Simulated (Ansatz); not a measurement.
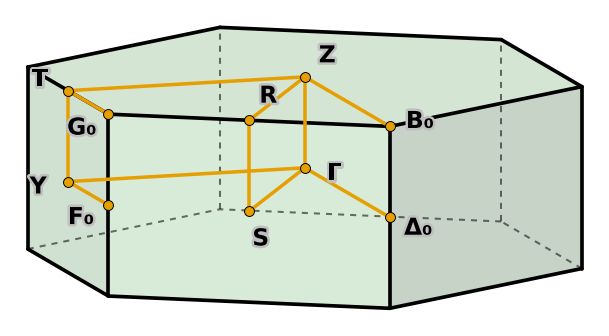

For I, the geometry relaxed with Ansatz, DFT, LDA (PW92), plane waves (420 eV) with PAW, scalar-relativistic: the figure shows the first Brillouin zone with its special points and a band path. All values are computed from the atomic coordinates in the standard setting (tolerance 0.002 Å).

Labels and path follow the convention of Hinuma et al. (2017), as computed by seekpath.

> Which Bravais lattice has this zone?

A base-centred orthorhombic lattice (oC; extended symbol oC2). The zone is a hexagonal prism in its combinatorial type: 8 faces (6 with 4 edges, 2 with 6 edges), 18 edges, 12 vertices.

> Write the standard path through the labelled points.

Γ–Y–F₀ | Δ₀–Γ–Z–B₀ | G₀–T–Y | Γ–S–R–Z–T
